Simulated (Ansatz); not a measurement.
Au: several calculations on one system

**1. Relaxation**

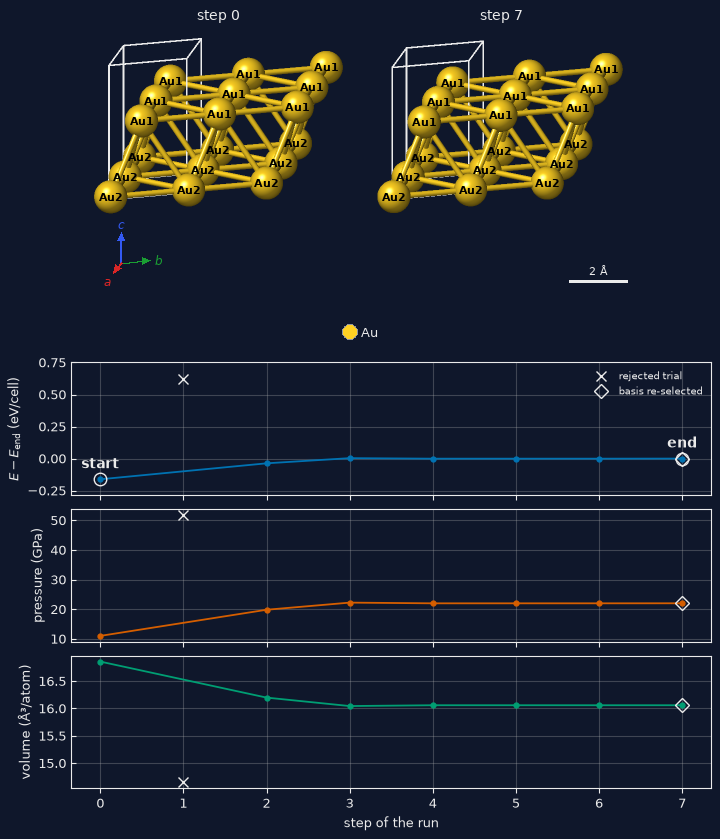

First and last geometry of a relaxation of crystalline Au (set up in P6_3/mmc), with the history of the run. The picture is a ball-and-stick view of the cell of the calculation, repeated 3 × 3 × 1 with one cell outlined, seen slightly off an axis.

Case: relaxed at 22 GPa.

Level of theory: Ansatz 0.2.0, DFT PBE, scalar-relativistic, plane waves, PAW.

The input:
```yaml
crystal:
  lattice:
    - [2.8571529801, 0.0, 0.0]
    - [-1.42857649, 2.4743670633, 0.0]
    - [0.0, 0.0, 4.7688590779]
  atoms:
    - { symbol: Au, position: [0.3333333333, 0.6666666667, 0.75] }
    - { symbol: Au, position: [0.6666666667, 0.3333333333, 0.25] }
basis:
  ecutwfc: 420
kpoints:
  mp_grid: { grid: [18, 18, 10] }
hamiltonian:
  xc: pbe
scf:
  occupations: { method: fermi_dirac, width: 0.15 }
output:
  forces: true
  stress: true
  eigenvalues: true
  write_density: true
  write_potential: true
  elf: true
  volumetric_format: npy
relax:
  adjacent_minimum: "off"
  f_tol: 0.001
  max_steps: 60
  cell: { stress_tol: 0.02, p_target: 22.0 }
```

Launched with:
```bash
ansatz run input.yaml --threads 1 --pin off --max-ram 3072MiB --backend cpu --events-out ev --progress --plain --runs-dir out
```

> What do the curves and the structures tell?

It converged. The atoms keep their places relative to the cell (all moves are under 0.005 Å). The drawn cell changes as follows: a = b 2.857 → 2.813 Å (−1.5 %), c 4.769 → 4.685 Å (−1.8 %); the volume changes by −4.7 %. Near-neighbour distances that change, for instance: Au1–Au2 2.899 → 2.851 Å, Au1–Au1 2.857 → 2.813 Å. The space group stays P6_3/mmc (No. 194). Over 5 accepted moves (7 points after the start) the energy rises by 0.162 eV per cell of the calculation. With the target pressure of 22 GPa, the enthalpy E + pV changes by −57.4 meV per cell of the calculation. All forces vanish by symmetry, so only the cell relaxes. The pressure goes from 11.01 to 22.01 GPa. The line search rejected the trial step at point 1 of the run. The SCF was repeated once at an unchanged geometry on a basis and grid sized afresh for the cell, which shifted the energy by 0.7 meV per cell of the calculation at most.

**2. Relaxation**

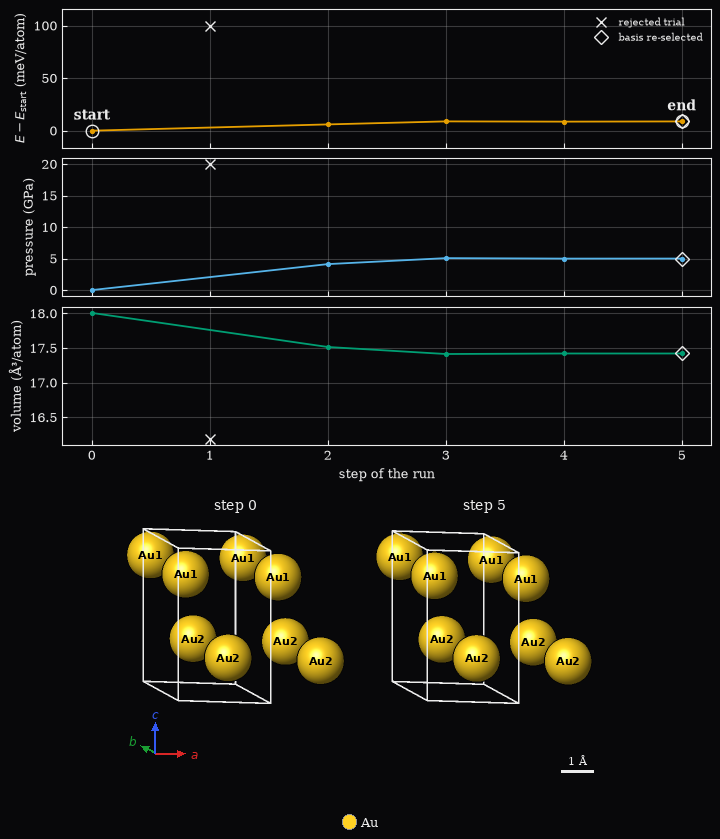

First and last geometry of a relaxation of crystalline Au (set up in P6_3/mmc), with the history of the run. Style: spheres-only. Shown: the cell of the calculation, repeated 2 × 2 × 1 with one cell outlined, slightly off an axis.

Case: relaxed at 5 GPa.

Computed with DFT PBE, scalar-relativistic, plane waves, PAW in Ansatz.

Input
```yaml
crystal:
  lattice:
    - [2.9158697421, 0.0, 0.0]
    - [-1.457934871, 2.5252172708, 0.0]
    - [0.0, 0.0, 4.8913943034]
  atoms:
    - { symbol: Au, position: [0.3333333333, 0.6666666667, 0.75] }
    - { symbol: Au, position: [0.6666666667, 0.3333333333, 0.25] }
basis:
  ecutwfc: 420
kpoints:
  mp_grid: { grid: [18, 18, 10] }
hamiltonian:
  xc: pbe
scf:
  occupations: { method: fermi_dirac, width: 0.15 }
output:
  forces: true
  stress: true
  eigenvalues: true
  write_density: true
  write_potential: true
  elf: true
  volumetric_format: npy
relax:
  adjacent_minimum: "off"
  f_tol: 0.001
  max_steps: 60
  cell: { stress_tol: 0.02, p_target: 5.0 }
```

Command:
```bash
ansatz run input.yaml --threads 1 --pin off --max-ram 3072MiB --backend cpu --events-out ev --progress --plain --runs-dir out
```

Question: Did the run converge, and what did it change?

Answer: It converged. No atom moves by more than 0.005 Å relative to the cell. The volume changes by −3.3 %, with a = b 2.916 → 2.887 Å (−1.0 %), c 4.891 → 4.828 Å (−1.3 %). Among the contacts that change: Au1–Au2 2.969 → 2.934 Å, Au1–Au1 2.916 → 2.887 Å. The space group stays P6_3/mmc (No. 194). After 3 accepted moves (5 points after the start) the energy has risen by 8.8 meV per atom. With the target pressure of 5 GPa, the enthalpy E + pV changes by −9.5 meV per atom. All forces vanish by symmetry, so only the cell relaxes. Pressure: 0.00 GPa at the start and 5.01 GPa at the end. The line search rejected the trial step at point 1 of the run. The SCF was repeated once at an unchanged geometry on a basis and grid sized afresh for the cell, which shifted the energy by 0.2 meV per atom at most.

**3. Scan**

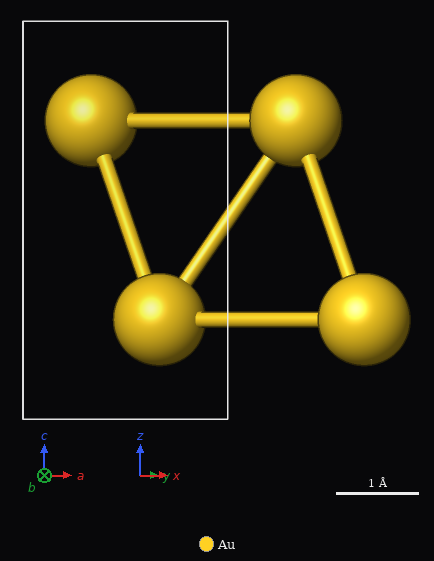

Energy scan for solid Au (P6_3/mmc), in which the ratio of the cell's length along z to its lengths across, counted as 1 for the reference, is changed at fixed volume (a c/a path), with the atoms kept at their fractional coordinates. x, y and z are the Cartesian axes of the input. The picture shows the reference cell. The picture is a ball-and-stick view of the cell of the calculation, repeated 2 × 2 × 1 with one cell outlined, seen along the b axis.

These are results of Ansatz 0.2.0, DFT PBE, scalar-relativistic, plane waves, PAW, not measurements. Set-up: plane-wave cutoff 420 eV; k-point mesh 24 × 24 × 12; occupations gaussian; smearing width 0.15 eV; no spin polarisation. Energies (free energies at the smearing named) are counted from the cell as listed in its source, which wasn't relaxed.

The input:
```yaml
crystal:
  lattice:
    - [2.8999984104, 0.0, 0.0]
    - [-1.4499992052, 2.5114722944, 0.0]
    - [0.0, 0.0, 4.88]
  atoms:
    - { symbol: Au, position: [0.3333333333, 0.6666666667, 0.75] }
    - { symbol: Au, position: [0.6666666667, 0.3333333333, 0.25] }
basis:
  ecutwfc: 420
kpoints:
  mp_grid: { grid: [24, 24, 12] }
hamiltonian:
  xc: pbe
scf:
  occupations: { method: gaussian, width: 0.15 }
output:
  forces: true
  stress: true
  eigenvalues: true
```

Command:
```bash
ansatz run input.yaml --threads 1 --pin off --max-ram 2560MiB --backend cpu --events-out ev --progress --plain --runs-dir out
```

### Predict the energy profile (the relative ratio: 0.80, 0.85, 0.92, 0.96, 1.00, 1.05, 1.10, 1.20, 1.30).

```csv
axial ratio over its reference value,ΔE (meV/atom)
0.80,120.8
0.85,66.5
0.92,17.3
0.96,3.2
1.00,0.0
1.05,7.9
1.10,29.8
1.20,123.3
1.30,260.6
```

Of the computed points the lowest is at the relative ratio 1.00, 0.0 meV/atom. The end points stand at 120.8 meV/atom (0.80) and 260.6 meV/atom (1.30). The unrelaxed reference is under a pressure of 1.9 GPa. The distortion keeps the space group P6_3/mmc. At the relative ratio 1.30 the cell of the drawing goes a 2.900 → 2.657 Å, b 2.900 → 2.657 Å, c 4.880 → 5.813 Å.

**4. Energy map**

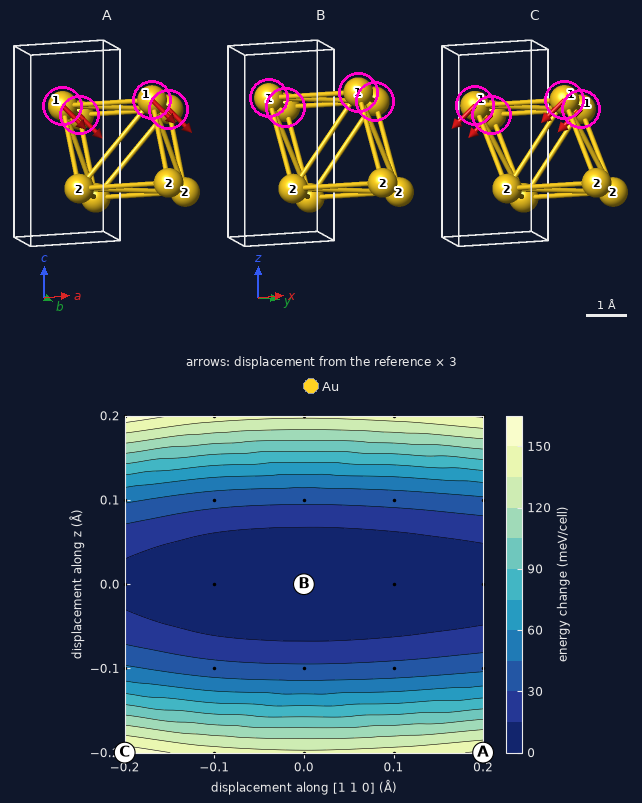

Energy scan for solid Au (P6_3/mmc), in which Au1 (one in each cell of 2 atoms) is moved over the plane of the Cartesian directions [1 1 0] and z, all else fixed. The map is interpolated between the computed points (dots). The lettered frames are marked on it. The picture is a ball-and-stick view of the cell of the calculation, repeated 2 × 2 × 1 with one cell outlined, seen nearly along the normal of the scanned plane. The ringed atoms are those of the scanned coordinates. Red arrows: displacements from the reference.

These are results of Ansatz, DFT PBE, scalar-relativistic, plane waves, PAW, not measurements. (plane-wave cutoff 420 eV; k-point mesh 18 × 18 × 10; occupations gaussian; smearing width 0.15 eV; no spin polarisation). Energies (free energies at the smearing named) are counted from the cell as listed in its source, which wasn't relaxed.

Where is the lowest point of the map, and what else does it tell?

In pairs of (displacement along [1 1 0] (Å); displacement along z (Å)): the lowest computed point lies at (0.00, 0.00) (0.0 meV/cell), the highest at (−0.20, −0.20), (−0.20, 0.20) (159.3 meV/cell).  Over the ranges scanned the energy rises more along the second axis, the displacement along z. The frames lie at A (0.20, −0.20): 152.2 meV/cell, B (0.00, 0.00): 0.0 meV/cell, C (−0.20, −0.20): 159.3 meV/cell.

The computed points:

Rows: displacement along [1 1 0] (Å); columns: displacement along z (Å); values in meV/cell.

|  | −0.20 | −0.10 | 0.00 | 0.10 | 0.20 |
| --- | --- | --- | --- | --- | --- |
| −0.20 | 159.3 | 47.7 | 11.8 | 47.7 | 159.3 |
| −0.10 | 142.9 | 36.7 | 2.6 | 36.7 | 142.9 |
| 0.00 | 138.1 | 33.6 | 0.0 | 33.6 | 138.1 |
| 0.10 | 142.0 | 36.0 | 1.9 | 36.0 | 142.0 |
| 0.20 | 152.2 | 42.1 | 6.7 | 42.1 | 152.2 |
